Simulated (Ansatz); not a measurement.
Si₆Ru

```cif
data_structure
_symmetry_space_group_name_H-M 'P 1'
_symmetry_Int_Tables_number 1
_cell_length_a 3.6686
_cell_length_b 7.4098
_cell_length_c 4.2882
_cell_angle_alpha 90.000
_cell_angle_beta 90.000
_cell_angle_gamma 90.000
_cell_volume 116.57
loop_
_atom_site_label
_atom_site_type_symbol
_atom_site_fract_x
_atom_site_fract_y
_atom_site_fract_z
_atom_site_occupancy
Si1 Si 0.50000 0.00000 0.89137 1
Si2 Si 0.00000 0.00000 0.54934 1
Si3 Si 0.50000 0.70352 0.09245 1
Si4 Si 0.00000 0.67839 0.46852 1
Si5 Si 0.50000 0.29648 0.09245 1
Si6 Si 0.00000 0.32161 0.46852 1
Ru1 Ru 0.00000 0.50000 0.93666 1
```

Space group Pmm2; a generated structure, not necessarily the stable one; changed on purpose from its base cell (the structure that the rattled cell fell into); computed without spin polarisation.

All numbers below come from DFT PBE, scalar-relativistic, plane waves, PAW in Ansatz.

What will maps of the valence pseudo-density and electron localisation function show?

Si–Ru (2.40 Å): ρ at the midpoint is about 0.57 e/Å³; the ELF peaks at about 0.85 in the valence shell of Si, 0.8 Å from its nucleus, and is about 0.45 at the midpoint.
Si–Si (2.41 Å): ρ at the midpoint is about 0.49 e/Å³; the ELF peaks at about 0.90 between the atoms.
Si–Ru (2.64 Å): the density is about 0.37 e/Å³ at the midpoint; the ELF peaks at about 0.65 in the valence shell of Si, 0.9 Å from its nucleus, and is about 0.35 at the midpoint.

Does the calculation give a band gap?

It is metallic or semimetallic at this level of theory: no gap opens.

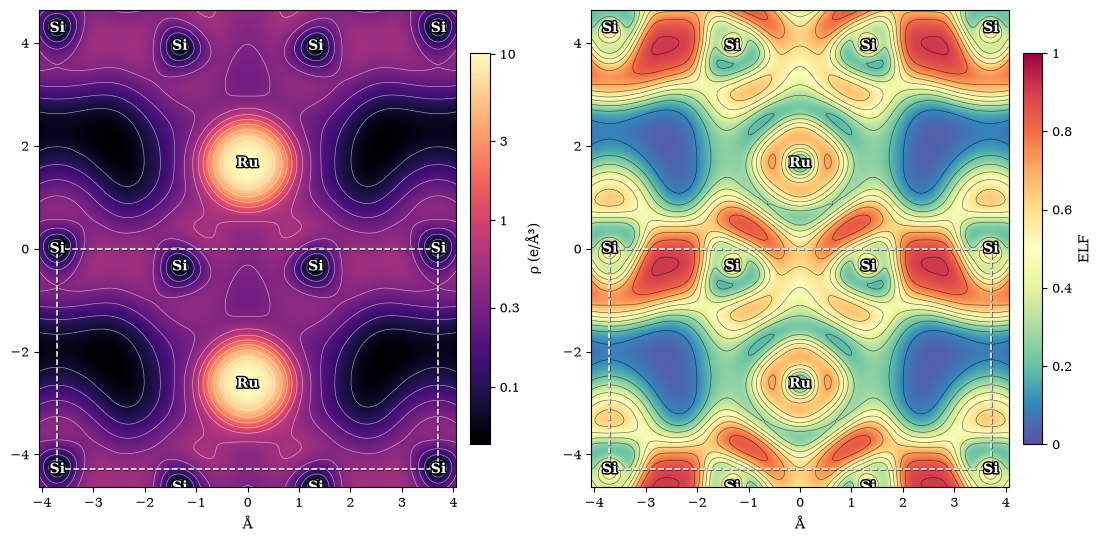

Computed valence pseudo-density and electron localisation function on the (100) plane of the conventional cell, in this order. 
